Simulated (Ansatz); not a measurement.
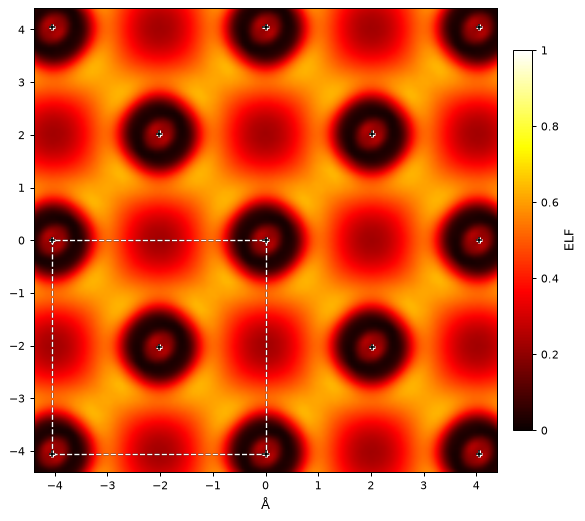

The electron localisation function on a plane through atoms (crosses mark nuclei in the plane).

The calculation used Kohn-Sham DFT of a periodic cell, HSE06, Ansatz PAW (Ansatz 0.2.0).

Candidates:
A. Si, a = 2.59 Å, b = 2.59 Å, c = 2.43 Å, α = 90.00°, β = 90.00°, γ = 120.00°. Space group P6/mmm; a structure from a database of computed crystals, not necessarily the ambient phase; computed pressure about 6 GPa in this cell.
B. Al, a = 4.05 Å, b = 4.05 Å, c = 4.05 Å, α = 90.00°, β = 90.00°, γ = 90.00°. Space group Fm-3m.
C. W, a = 3.23 Å, b = 3.23 Å, c = 3.23 Å, α = 90.00°, β = 90.00°, γ = 90.00°. Space group Im-3m; computed pressure about −18 GPa in this cell.

Q: Which system is this?

A: Candidate B: Al on the (010) plane of the conventional cell, which holds Al. Al–Al (2.86 Å): the ELF peaks at about 0.65 between the atoms.
